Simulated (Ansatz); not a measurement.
The compound is CuI (Marshite).

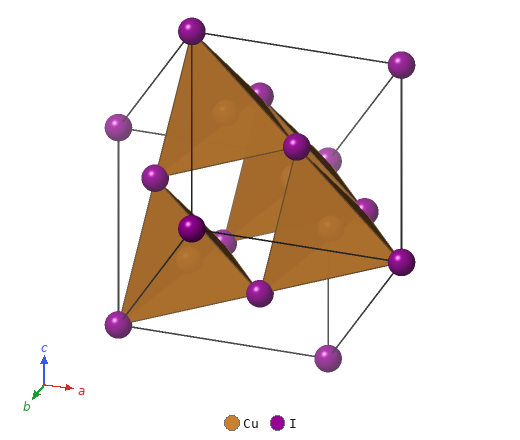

The structure (copper orange, iodine purple). Bonds to atoms that aren't drawn are left out. Some periodic images of atoms are drawn too.

The database entry behind the starting cell differs from later determinations by our own check (about 0.15 % long (mineral sample)), so it need not match the best structure at ambient conditions.

The structure is cubic, space group F-43m (No. 216). The conventional cell has a = 6.063 Å, b = 6.063 Å, c = 6.063 Å, α = 90.00°, β = 90.00°, γ = 90.00°. Nearest to Cu lie 4 I at 2.63 Å. Nearest to I lie 4 Cu at 2.63 Å. Farther neighbours and most contacts between anions are not listed.

```yaml
crystal:
  lattice:
    - [-3.03150, -3.03150, 0.00000]
    - [-3.03150, 0.00000, -3.03150]
    - [0.00000, -3.03150, -3.03150]
  atoms:
    - { symbol: Cu, position: [0.25000, 0.25000, 0.25000] }
    - { symbol: I, position: [0.00000, 0.00000, 0.00000] }
```

The cell and positions come from the Crystallography Open Database and are kept as given unless a step says otherwise. Spin-orbit coupling is left out unless a run names it. PAW set soft_2, made with PBE.

A constrained-RPA run (Ansatz 0.2.0; non-magnetic LDA; Cu d + anion p, bands v8 to v1, 6×6×6 mesh, medium accuracy) builds 8 functions on bands 5.6 eV wide, with 16.0 electrons in the window. The bare on-site interaction is 26.0 eV and the bare J 0.89 eV.

Question: Estimate U, U′ and J.

On the Cu d shell, U = 5.87 eV (23 % of the bare value), U′ = 4.45 eV, J = 0.71 eV.

The parent state is non-magnetic and the interaction static (zero frequency); U depends on the window and the orbitals, so it belongs to this model alone. A window that holds the anion p bands defines a model with explicit ligands; its U belongs to that model and is not the U of DFT+U.

[Paths, hosts, dates, memory and timing lines, banners, echoed tables and standing remarks are left out of the program output.]

[Logs are printed without paths, hosts, clocks, repeated set-up lines and the standing remarks that a program may print on its own settings, such as how far it seeks lower states.]

[Runs of the session that timed out or met a known fault of the program may be left out.]

[Hosts, paths, dates, database ids (printed as entryN), source tags and the programs' standing remarks are cut or masked in the printed files.]
